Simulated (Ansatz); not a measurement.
## Geometry relaxation of Al2GaN3 (part 1 of 2)

- system: Al2GaN3 (Cm, 12 atoms in the cell)
- method: DFT r2SCAN, scalar-relativistic, plane waves, PAW, no spin polarisation (Ansatz 0.2.0)

The structure derives from a Materials Project entry. Figures and captions count atoms from 1; the log counts them from 0 in places.

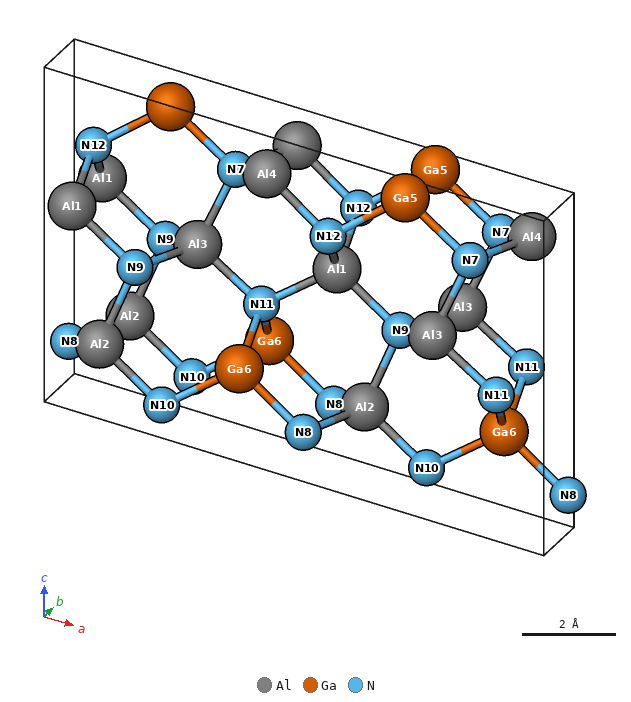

*The input geometry (ball-and-stick view of the cell 2 times as large as that of the calculation, set on its symmetry axes, seen slightly off an axis; atoms are numbered from 1 in the order of the input).*

### Results in brief

```json
{"quantity": "outcome", "value": "converged"}
{"quantity": "space group (tolerance 0.01 Å)", "value": "Cm (8)"}
{"quantity": "electrons treated", "value": "68"}
{"quantity": "free energy", "value": "−12066.6468 eV"}
{"quantity": "Fermi energy", "value": "9.767 eV"}
{"quantity": "gap on the k-point mesh", "value": "3.89 eV"}
{"quantity": "pressure", "value": "0.01 GPa"}
{"quantity": "final volume", "value": "128.76 Å³"}
{"quantity": "largest force (length of the vector) at the end", "value": "0.003 eV/Å"}
{"quantity": "final cell", "value": "a = 5.947 Å, b = 5.947 Å, c = 7.413 Å, α = 104.28°, β = 104.28°, γ = 30.53°"}
{"quantity": "hardware", "value": "2 threads of Intel Xeon (Granite Rapids), 192 GiB of memory available, shared host"}
{"quantity": "wall time", "value": "80 s (CPU time 2.6 min)"}
{"quantity": "peak memory", "value": "1.1 GiB"}
```

### Input file
```yaml
crystal:
  lattice:
    - [5.739423034, -1.56607938, 0.0]
    - [5.739423034, 1.56607938, 0.0]
    - [-1.8961006863, 0.0, 7.1678385998]
  atoms:
    - { symbol: Al, position: [0.94409723, 0.94409723, 0.38928931] }
    - { symbol: Al, position: [0.88892864, 0.88892864, 0.77663881] }
    - { symbol: Al, position: [0.22293348, 0.22293348, 0.4444025] }
    - { symbol: Al, position: [0.55406339, 0.55406339, 0.11331442] }
    - { symbol: Ga, position: [0.27735269, 0.27735269, 0.0578216] }
    - { symbol: Ga, position: [0.6095714, 0.6095714, 0.72164919] }
    - { symbol: "N", position: [0.1474265, 0.1474265, 0.18519421] }
    - { symbol: "N", position: [0.48134493, 0.48134493, 0.85286684] }
    - { symbol: "N", position: [0.81824376, 0.81824376, 0.51489646] }
    - { symbol: "N", position: [0.76479228, 0.76479228, 0.90124682] }
    - { symbol: "N", position: [0.09504084, 0.09504084, 0.56368919] }
    - { symbol: "N", position: [0.43156986, 0.43156986, 0.24379164] }
basis:
  ecutwfc: 500
kpoints:
  mp_grid: { grid: [8, 8, 4] }
hamiltonian:
  xc: r2scan
scf:
  occupations: { method: gaussian, width: 0.02 }
output:
  forces: true
  stress: true
  eigenvalues: true
relax:
  adjacent_minimum: "off"
  f_tol: 0.005
  max_steps: 80
  cell: { stress_tol: 0.05 }
```

Launched with:
```bash
ansatz run input.yaml --threads 2 --pin off --max-ram 5120MiB --backend cpu --events-out ev --progress --plain --runs-dir out
```

### What the program printed
```
Engine: ansatz 0.2.0, x86_64-unknown-linux-gnu
Pseudopotentials: kind: paw
Pseudopotential: Al, paw, valence charge 3, recommended cutoff 500 eV (meta_gga), Al.paw.azcp
Pseudopotential: Ga, paw, valence charge 13, recommended cutoff 500 eV (meta_gga), Ga.paw.azcp
Pseudopotential: N, paw, valence charge 5, recommended cutoff 500 eV (meta_gga), N.paw.azcp
Functional definition: r2SCAN
  parameter k0 = 0.174
  parameter k1 = 0.065
  parameter a1 = 4.9479
  exchange = r2scan_x(k0 = k0, k1 = k1, a1 = a1)
  correlation = r2scan_c
Crystal: 12 atoms, lattice volume = 128.855 Å³
Basis set: ecut = 500 eV, 3285 PW (Γ), exchange–correlation on 180×180×240 points (64 copies of the dense FFT grid, shifted against one another)
Bands: 46, of which v1, the nominal top of the filled ones, is band 34 counted from 1 (33 counted from 0)
Symmetry: 2 space group operations
Space group: Cm (ITA 8), of the structure as read, at distance tolerance 5.1e-5 Å
k-points: 78 of 256 (time reversal used)
Non-local potential: Al, projectors of the file, l = 0: 2, l = 1: 2, l = 2: 1
Non-local potential: Ga, projectors of the file, l = 0: 2, l = 1: 2, l = 2: 3, l = 3: 1
Non-local potential: N, projectors of the file, l = 0: 2, l = 1: 2, l = 2: 1
PAW form: soft (Blöchl's): semilocal exchange-correlation on the pseudo side does not see the compensation charge
PAW frozen core: Al, regenerated for the run's functional (the file was generated under x = pbe(κ = 0.804, μ = 0.2195149727645171), c = pbe(β = 0.06672455060314922))
PAW frozen core: Ga, regenerated for the run's functional (the file was generated under x = pbe(κ = 0.804, μ = 0.2195149727645171), c = pbe(β = 0.06672455060314922))
PAW frozen core: N, regenerated for the run's functional (the file was generated under x = pbe(κ = 0.804, μ = 0.2195149727645171), c = pbe(β = 0.06672455060314922))
PAW one-centre angular grid: Al, 302 points (default); XC on 160 Gauss nodes
PAW one-centre angular grid: Ga, 590 points (default); XC on 160 Gauss nodes
PAW one-centre angular grid: N, 302 points (default); XC on 160 Gauss nodes
Initial density: superposition of atomic densities (neutral atoms: chi_scale 0, normalization atom), corrected by the library's trained network
Initial wavefunctions: pseudopotential atomic-orbital guess
Functional: x = r2scan, c = r2scan; τ floored in thin density (d = 2e-4 eV/Å³)
SCF iter   1: F=—  HF=-12066.305656 eV  |F-HF|=—  |Δ(HF+E_count)|=         —  Δρ=8.92e-3  dr2=7.02e-2  dr2_τ=8.09e-1  ethr=1.77e-3  ⟨swp⟩=6.8  Hψ=16534  notcnv=0  defer=70
preconditioner: auto → Resta (q_TF=auto, 2.453 Å⁻¹)  ε∞=3.8  [insulator: Δε(μ)=3.818 eV  Ē_g=16.198 eV  σ=0.020 eV  W_gap=1.00  n_scr=30 (ndim 8)  ℏωp=27.0 eV  f_vac=0.000  D(μ)=0.00/eV (n_scr^D=0)  ε∞_Penn≈3.8]
SCF iter   2: F=—  HF=-12066.650622 eV  |F-HF|=—  |Δ(HF+E_count)|=   3.45e-1  Δρ=5.23e-3  dr2=2.80e-2  dr2_τ=5.33e-4  ethr=1.03e-4  ⟨swp⟩=3.0  Hψ=7808  notcnv=0  defer=464
SCF iter   3: F=—  HF=-12066.646722 eV  |F-HF|=—  |Δ(HF+E_count)|=   3.90e-3  Δρ=2.78e-3  dr2=5.02e-3  dr2_τ=4.17e-4  ethr=4.12e-5  ⟨swp⟩=2.6  Hψ=5935  notcnv=0  defer=464
SCF iter   4: F=—  HF=-12066.645887 eV  |F-HF|=—  |Δ(HF+E_count)|=   8.35e-4  Δρ=3.39e-4  dr2=1.48e-4  dr2_τ=5.80e-5  ethr=7.38e-6  ⟨swp⟩=2.0  Hψ=5780  notcnv=0  defer=464
SCF iter   5: F=—  HF=-12066.645905 eV  |F-HF|=—  |Δ(HF+E_count)|=   1.81e-5  Δρ=1.46e-4  dr2=2.05e-5  dr2_τ=2.35e-6  ethr=2.18e-7  ⟨swp⟩=2.0  Hψ=5754  notcnv=0  defer=464
SCF iter   6: F=—  HF=-12066.645957 eV  |F-HF|=—  |Δ(HF+E_count)|=   5.23e-5  Δρ=6.61e-5  dr2=6.18e-6  dr2_τ=1.04e-6  ethr=3.02e-8  ⟨swp⟩=2.0  Hψ=5771  notcnv=0  defer=464
SCF iter   7: F=—  HF=-12066.645956 eV  |F-HF|=—  |Δ(HF+E_count)|=   1.27e-6  Δρ=1.23e-5  dr2=1.88e-7  dr2_τ=1.86e-8  ethr=9.09e-9  ⟨swp⟩=2.0  Hψ=5242  notcnv=0  defer=464
SCF iter   8: F=-12066.645956 eV  HF=-12066.645956 eV  |F-HF|=1.34e-8  |Δ(HF+E_count)|=   4.26e-8  Δρ=4.61e-6  dr2=3.17e-8  dr2_τ=2.11e-9  ethr=1.47e-10  ⟨swp⟩=12.0  Hψ=16666  notcnv=0
SCF 1 converged in 8 iterations: F = -12066.645956 eV  dr2 = 3.17e-8
  greatest PAW one-centre occupation: 0.995 electrons in one spin orbital (limit 2), on the Ga atom at site 5 (counted from 0), in its partial waves of l = 2
relax step   1: F+E_penalty+E_count = -12066.64595599 eV  Δ(F+E_penalty+E_count) = +0.000e0 eV  max|allowed force component| = 1.044e-1 eV/Å  Δτ_max = 0.0000 Å  P = -0.153 GPa  Ω = 128.855 Å³  (8 SCF iters, dr2 threshold 1.00e-7 eV, accepted)
Crystal: 12 atoms, lattice volume = 128.793 Å³
Initial density: handed on by an earlier stage of this run
Initial wavefunctions: those handed on with the density
iter 1 solved again at ethr=2.68e-7 eV; its pass at ethr=3.10e-3 eV (dr2=1.82e-4 eV) is discarded
SCF iter   1: F=—  HF=-12066.646695 eV  |F-HF|=—  |Δ(HF+E_count)|=         —  Δρ=3.99e-4  dr2=1.95e-4  dr2_τ=6.58e-4  ethr=2.68e-7  ⟨swp⟩=2.3  Hψ=11482  notcnv=0
preconditioner: auto → Resta (q_TF=auto, 2.453 Å⁻¹)  ε∞=3.8  [insulator: Δε(μ)=3.882 eV  Ē_g=16.090 eV  σ=0.020 eV  W_gap=1.00  n_scr=30 (ndim 8)  ℏωp=27.0 eV  f_vac=0.000  D(μ)=0.00/eV (n_scr^D=0)  ε∞_Penn≈3.8]
SCF iter   2: F=—  HF=-12066.646706 eV  |F-HF|=—  |Δ(HF+E_count)|=   1.10e-5  Δρ=1.91e-4  dr2=4.00e-5  dr2_τ=1.06e-6  ethr=2.68e-7  ⟨swp⟩=2.1  Hψ=5091  notcnv=0
SCF iter   3: F=—  HF=-12066.646698 eV  |F-HF|=—  |Δ(HF+E_count)|=   8.01e-6  Δρ=3.72e-5  dr2=1.83e-6  dr2_τ=1.69e-7  ethr=5.89e-8  ⟨swp⟩=2.2  Hψ=5214  notcnv=0
SCF iter   4: F=-12066.646698 eV  HF=-12066.646698 eV  |F-HF|=2.64e-7  |Δ(HF+E_count)|=   1.17e-8  Δρ=1.77e-5  dr2=3.84e-7  dr2_τ=3.88e-8  ethr=1.00e-9  ⟨swp⟩=8.7  Hψ=18348  notcnv=0
SCF 2 converged in 4 iterations: F = -12066.646698 eV  dr2 = 3.84e-7
relax step   2: F+E_penalty+E_count = -12066.64669806 eV  Δ(F+E_penalty+E_count) = -7.421e-4 eV  max|allowed force component| = 4.182e-2 eV/Å  Δτ_max = 0.0032 Å  P = -0.051 GPa  Ω = 128.793 Å³  energy of the carried Pulay correction = +2.328e-5 eV  (4 SCF iters, dr2 threshold 6.81e-7 eV, accepted)
Crystal: 12 atoms, lattice volume = 128.757 Å³
iter 1 solved again at ethr=1.02e-7 eV; its pass at ethr=3.10e-3 eV (dr2=6.92e-5 eV) is discarded
SCF iter   1: F=—  HF=-12066.646845 eV  |F-HF|=—  |Δ(HF+E_count)|=         —  Δρ=1.95e-4  dr2=7.41e-5  dr2_τ=2.31e-4  ethr=1.02e-7  ⟨swp⟩=2.0  Hψ=11386  notcnv=0
preconditioner: auto → Resta (q_TF=auto, 2.453 Å⁻¹)  ε∞=3.8  [insulator: Δε(μ)=3.886 eV  Ē_g=16.093 eV  σ=0.020 eV  W_gap=1.00  n_scr=30 (ndim 8)  ℏωp=27.0 eV  f_vac=0.000  D(μ)=0.00/eV (n_scr^D=0)  ε∞_Penn≈3.8]
SCF iter   2: F=—  HF=-12066.646841 eV  |F-HF|=—  |Δ(HF+E_count)|=   4.09e-6  Δρ=9.44e-5  dr2=1.47e-5  dr2_τ=3.90e-7  ethr=1.02e-7  ⟨swp⟩=2.3  Hψ=5433  notcnv=0
SCF iter   3: F=—  HF=-12066.646837 eV  |F-HF|=—  |Δ(HF+E_count)|=   3.41e-6  Δρ=2.31e-5  dr2=5.93e-7  dr2_τ=1.01e-7  ethr=2.15e-8  ⟨swp⟩=2.0  Hψ=4985  notcnv=0
SCF iter   4: F=-12066.646837 eV  HF=-12066.646837 eV  |F-HF|=2.96e-8  |Δ(HF+E_count)|=   8.93e-9  Δρ=8.99e-6  dr2=8.49e-8  dr2_τ=7.61e-9  ethr=1.61e-10  ⟨swp⟩=8.4  Hψ=17852  notcnv=0
SCF 3 converged in 4 iterations: F = -12066.646837 eV  dr2 = 8.49e-8
relax step   3: F+E_penalty+E_count = -12066.64683732 eV  Δ(F+E_penalty+E_count) = -1.393e-4 eV  max|allowed force component| = 2.025e-3 eV/Å  Δτ_max = 0.0017 Å  P = +0.006 GPa  Ω = 128.757 Å³  energy of the carried Pulay correction = +3.671e-5 eV  (4 SCF iters, dr2 threshold 1.09e-7 eV, accepted)
Initial wavefunctions: pseudopotential atomic-orbital guess (no wavefunctions were taken with the density)
iter 1 solved again at ethr=4.08e-8 eV; its pass at ethr=3.10e-3 eV (dr2=2.78e-5 eV) is discarded
SCF iter   1: F=—  HF=-12066.646754 eV  |F-HF|=—  |Δ(HF+E_count)|=         —  Δρ=9.42e-6  dr2=8.81e-8  dr2_τ=8.73e-9  ethr=4.08e-8  ⟨swp⟩=3.8  Hψ=26705  notcnv=0
preconditioner: auto → Resta (q_TF=auto, 2.453 Å⁻¹)  ε∞=3.8  [insulator: Δε(μ)=3.885 eV  Ē_g=16.091 eV  σ=0.020 eV  W_gap=1.00  n_scr=30 (ndim 8)  ℏωp=27.0 eV  f_vac=0.000  D(μ)=0.00/eV (n_scr^D=0)  ε∞_Penn≈3.8]
SCF iter   2: F=—  HF=-12066.646802 eV  |F-HF|=—  |Δ(HF+E_count)|=   4.84e-5  Δρ=5.11e-6  dr2=2.85e-8  dr2_τ=1.30e-9  ethr=1.30e-10  ⟨swp⟩=2.4  Hψ=6445  notcnv=0
SCF iter   3: F=—  HF=-12066.646802 eV  |F-HF|=—  |Δ(HF+E_count)|=   7.10e-9  Δρ=2.59e-6  dr2=7.53e-9  dr2_τ=2.18e-10  ethr=4.20e-11  ⟨swp⟩=3.0  Hψ=6572  notcnv=0
SCF iter   4: F=—  HF=-12066.646802 eV  |F-HF|=—  |Δ(HF+E_count)|=   2.24e-9  Δρ=3.97e-7  dr2=1.63e-10  dr2_τ=2.75e-11  ethr=1.11e-11  ⟨swp⟩=2.0  Hψ=6140  notcnv=0
SCF iter   5: F=-12066.646802 eV  HF=-12066.646802 eV  |F-HF|=7.28e-12  |Δ(HF+E_count)|=  2.91e-11  Δρ=1.67e-7  dr2=3.23e-11  dr2_τ=4.57e-12  ethr=1.00e-12  ⟨swp⟩=4.9  Hψ=12736  notcnv=0
SCF 4 converged in 5 iterations: F = -12066.646802 eV  dr2 = 3.23e-11
relax step   4: F+E_penalty+E_count = -12066.64680234 eV  Δ(F+E_penalty+E_count) = +3.498e-5 eV  max|allowed force component| = 2.022e-3 eV/Å  Δτ_max = 0.0000 Å  P = +0.007 GPa  Ω = 128.757 Å³  stress off target by 1.78e-2 GPa  SCF on the basis re-selected at this cell (its energy is not comparable with the rows above)  (5 SCF iters)
```

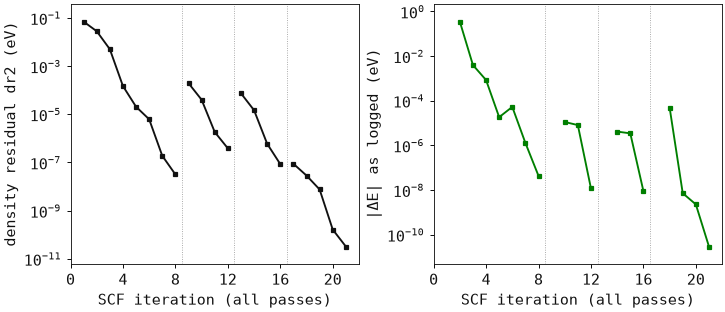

*Convergence of the self-consistent field: density residual dr2 and size of the energy change against the SCF iteration. The dotted lines part the SCF passes of the relaxation: geometry steps, rejected trials and re-solves on a re-selected basis.*

The passes take 8, 4, 4 and 5 iterations.

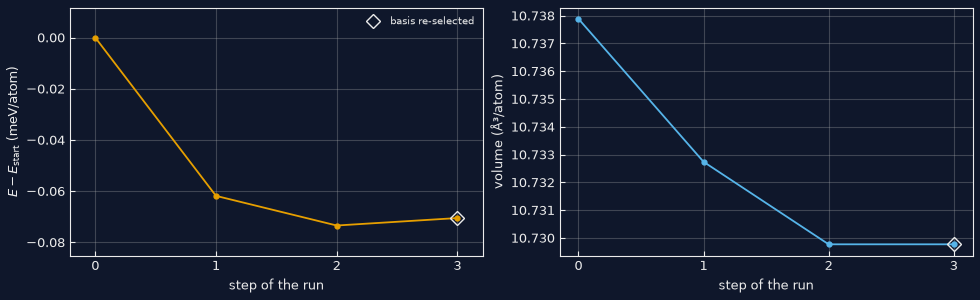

*Progress of the relaxation, step by step (the first geometry is step 0 here and step 1 in the log).*

N12 moves most relative to the cell: 0.005 Å. Largest moves by element: N 0.005 Å, Ga 0.002 Å, Al 0.001 Å. The volume changes by −0.1 %, with a 11.479 → 11.475 Å (0.0 %), b 3.132 → 3.131 Å (0.0 %), c 7.414 → 7.413 Å (0.0 %). The space group stays Cm (No. 8). After 2 geometry steps the energy has fallen by 0.1 meV per atom. Largest force component: 0.1 eV/Å at the start, 0.002 eV/Å at the end. Pressure: −0.15 GPa at the start and 0.01 GPa at the end. A last SCF at the same geometry on a re-selected plane-wave basis shifts the energy by +0.0 meV per atom. (Atoms are counted from 1 in the order of the input.)
